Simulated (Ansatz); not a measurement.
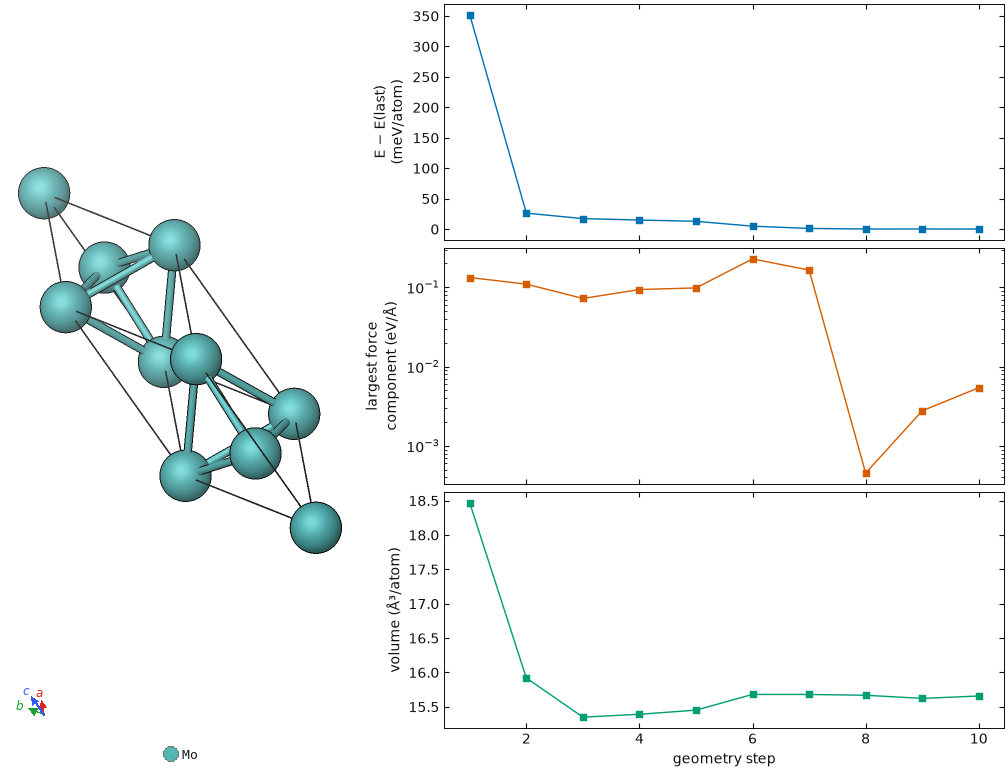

Beside the plot: the structure at the start.

History of a geometry optimisation. Atoms and cell relax. A closing SCF on a freshly chosen basis isn't drawn.

System: Mo (R-3m, 3 atoms in the cell).
Method: DFT PBEsol, scalar-relativistic, plane waves, PAW (Ansatz 0.2.0); cutoff 420 eV, 6×6×6 k-mesh, Gaussian smearing of 0.1 eV.

Q: How did the optimisation end?

A: The optimisation met its thresholds at geometry 10, counting the start as the first. The energy fell by about 350 meV/atom from the first step to the last. Step 9 went uphill and was rejected by the line search. The largest force component goes from about 0.13 eV/Å at the start to 5 × 10⁻³ eV/Å at the end, with a peak of 0.23 eV/Å at step 6.

Q: What happens to the cell?

A: The volume shrinks from 18.5 to 15.7 Å³ per atom (−15 %), overshooting to 15.3 at step 3. The start was expanded.

Q: By which step was nine tenths of the energy gained?

A: By step 2 of 10.
